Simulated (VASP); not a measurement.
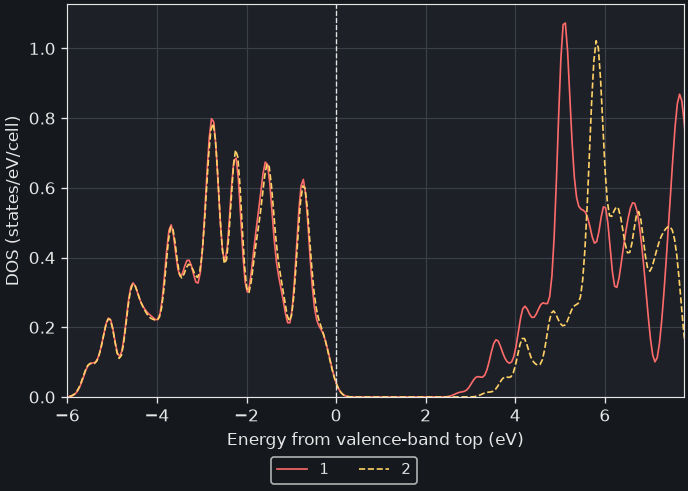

Total densities of states of LiH, space group P1 (No. 1), 2 atoms in the cell, rocksalt type, strained and displaced, by two methods on the same cell. The curves are built from the levels of the k mesh with Gaussians 0.3 eV wide, which also blur the band edges. Each is counted from its own valence-band top.

> Which curve is which? The methods: PBE (VASP), r2SCAN (VASP).

1 is PBE (VASP); 2 is r2SCAN (VASP). PBE (VASP) gives a gap of 2.76 eV and r2SCAN (VASP) gives a gap of 3.37 eV.

Settings. PBE (VASP): DFT, PBE, plane waves, PAW, 10×10×10 k mesh, 520 eV cutoff, Fermi-Dirac smearing of 0.02 eV (VASP). r2SCAN (VASP): DFT, r2SCAN, plane waves, PAW, 10×10×10 k mesh, 520 eV cutoff, Fermi-Dirac smearing of 0.02 eV (VASP).
